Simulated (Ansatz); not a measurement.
System: W15S28 (cell with a defect).

The calculation's input:

```
crystal:
  lattice:
    - [-1.5770698836, -8.1946954965, 0.0]
    - [7.885349418, 2.7315651655, 0.0]
    - [0.0, 0.0, 12.1450302921]
  atoms:
    - { symbol: W, position: [0.4761904762, 0.0952380952, 0.7501964938] }
    - { symbol: W, position: [0.619047619, 0.5238095238, 0.7501964938] }
    - { symbol: W, position: [0.1904761905, 0.2380952381, 0.7501964938] }
    - { symbol: W, position: [0.7619047619, 0.9523809524, 0.7501964938] }
    - { symbol: W, position: [0.3333333333, 0.6666666667, 0.7501964938] }
    - { symbol: W, position: [0.9047619048, 0.380952381, 0.7501964938] }
    - { symbol: W, position: [0.0476190476, 0.8095238095, 0.7501964938] }
    - { symbol: W, position: [0.6666666667, 0.3333333333, 0.2498035062] }
    - { symbol: W, position: [0.8095238095, 0.7619047619, 0.2498035062] }
    - { symbol: W, position: [0.380952381, 0.4761904762, 0.2498035062] }
    - { symbol: W, position: [0.9523809524, 0.1904761905, 0.2498035062] }
    - { symbol: W, position: [0.5238095238, 0.9047619048, 0.2498035062] }
    - { symbol: W, position: [0.0952380952, 0.619047619, 0.2498035062] }
    - { symbol: W, position: [0.2380952381, 0.0476190476, 0.2498035062] }
    - { symbol: S, position: [0.4761904762, 0.0952380952, 0.1201425056] }
    - { symbol: S, position: [0.619047619, 0.5238095238, 0.1201425056] }
    - { symbol: S, position: [0.1904761905, 0.2380952381, 0.1201425056] }
    - { symbol: S, position: [0.7619047619, 0.9523809524, 0.1201425056] }
    - { symbol: S, position: [0.3333333333, 0.6666666667, 0.1201425056] }
    - { symbol: S, position: [0.9047619048, 0.380952381, 0.1201425056] }
    - { symbol: S, position: [0.0476190476, 0.8095238095, 0.1201425056] }
    - { symbol: S, position: [0.6666666667, 0.3333333333, 0.6205429627] }
    - { symbol: S, position: [0.8095238095, 0.7619047619, 0.6205429627] }
    - { symbol: S, position: [0.380952381, 0.4761904762, 0.6205429627] }
    - { symbol: S, position: [0.9523809524, 0.1904761905, 0.6205429627] }
    - { symbol: S, position: [0.5238095238, 0.9047619048, 0.6205429627] }
    - { symbol: S, position: [0.0952380952, 0.619047619, 0.6205429627] }
    - { symbol: S, position: [0.2380952381, 0.0476190476, 0.6205429627] }
    - { symbol: S, position: [0.4761904762, 0.0952380952, 0.3794570373] }
    - { symbol: S, position: [0.619047619, 0.5238095238, 0.3794570373] }
    - { symbol: S, position: [0.1904761905, 0.2380952381, 0.3794570373] }
    - { symbol: S, position: [0.7619047619, 0.9523809524, 0.3794570373] }
    - { symbol: S, position: [0.3333333333, 0.6666666667, 0.3794570373] }
    - { symbol: S, position: [0.9047619048, 0.380952381, 0.3794570373] }
    - { symbol: S, position: [0.0476190476, 0.8095238095, 0.3794570373] }
    - { symbol: S, position: [0.6666666667, 0.3333333333, 0.8798574944] }
    - { symbol: S, position: [0.8095238095, 0.7619047619, 0.8798574944] }
    - { symbol: S, position: [0.380952381, 0.4761904762, 0.8798574944] }
    - { symbol: S, position: [0.9523809524, 0.1904761905, 0.8798574944] }
    - { symbol: S, position: [0.5238095238, 0.9047619048, 0.8798574944] }
    - { symbol: S, position: [0.0952380952, 0.619047619, 0.8798574944] }
    - { symbol: S, position: [0.2380952381, 0.0476190476, 0.8798574944] }
    - { symbol: W, position: [0.0, 0.0, 0.3076923077] }
  host:
    lattice:
      - [3.1541397672, 0.0, 0.0]
      - [-1.5770698836, 2.7315651655, 0.0]
      - [0.0, 0.0, 12.1450302921]
    atoms:
      - { symbol: W, position: [0.3333333333, 0.6666666667, 0.7501964938] }
      - { symbol: W, position: [0.6666666667, 0.3333333333, 0.2498035062] }
      - { symbol: S, position: [0.3333333333, 0.6666666667, 0.1201425056] }
      - { symbol: S, position: [0.6666666667, 0.3333333333, 0.6205429627] }
      - { symbol: S, position: [0.3333333333, 0.6666666667, 0.3794570373] }
      - { symbol: S, position: [0.6666666667, 0.3333333333, 0.8798574944] }
basis:
  ecutwfc: 420
  xc_grid: 2
kpoints:
  mp_grid: { grid: [2, 2, 2], shift: [0.0, 0.0, 0.0] }
hamiltonian:
  xc: pbe
  dispersion: d3bj
scf:
  occupations: { method: gaussian, width: 0.01 }
output:
  forces: true
  stress: false
  eigenvalues: true
  charged_corrections:
    defect_position: [0.0, 0.0, 0.30769231]
    epsilon: [[14.1706, 0.0, 0.0], [0.0, 14.1706, 0.0], [0.0, 0.0, 6.6521]]
  write_density: true
  write_potential: true
  elf: true
  volumetric_format: npy
relax:
  adjacent_minimum: "off"
  f_tol: 0.025
  max_steps: 45
```

Run with:

```sh
ansatz run input.yaml --threads 4 --pin off --max-ram 10240MiB --backend cpu --events-out ev --progress --plain --runs-dir out
```

The fields are those of the run's last geometry, not of the input's.

These are results of Ansatz 0.2.0, DFT PBE+D3(BJ), scalar-relativistic, plane waves, PAW, not measurements.

What can the converged valence pseudo-density and electron localisation function tell about the bonding?

W–S (2.23 Å): ρ is about 0.86 e/Å³ halfway; the ELF peaks at about 0.80 in the valence shell of S, 0.8 Å from its nucleus, and is about 0.45 at the midpoint.
W–S (2.39 Å): ρ is about 0.65 e/Å³ halfway; the ELF peaks at about 0.85 in the valence shell of S, 0.8 Å from its nucleus, and is about 0.50 at the midpoint.
W–S (2.44 Å): ρ is about 0.59 e/Å³ halfway; the ELF peaks at about 0.85 in the valence shell of S, 0.8 Å from its nucleus, and is about 0.45 at the midpoint.

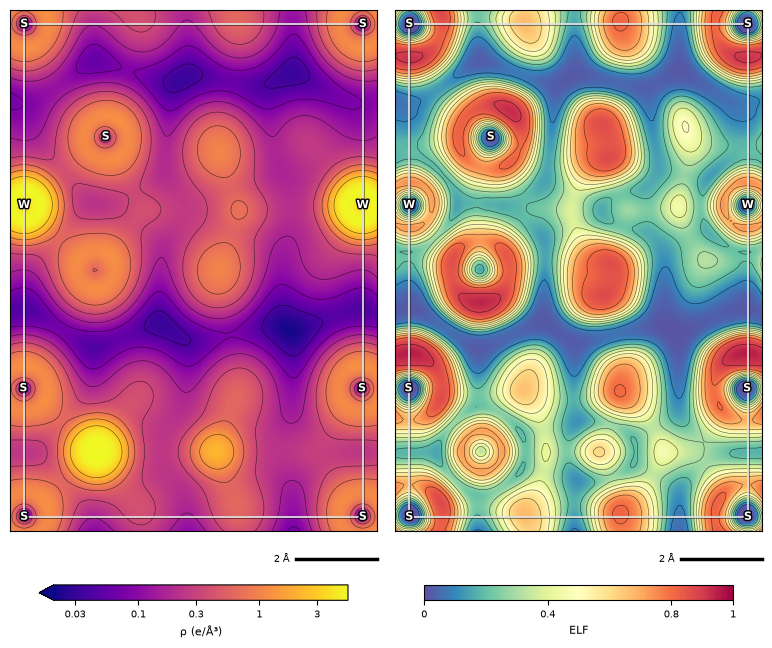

Computed valence pseudo-density and electron localisation function on the (100) plane of the calculation cell, in this order. Atoms just off the plane (W, 0.3 Å away and S, 0.3 Å away) can leave unmarked features too.

The density is the valence pseudo-density of a PAW calculation; it isn't the true density close to the nuclei.
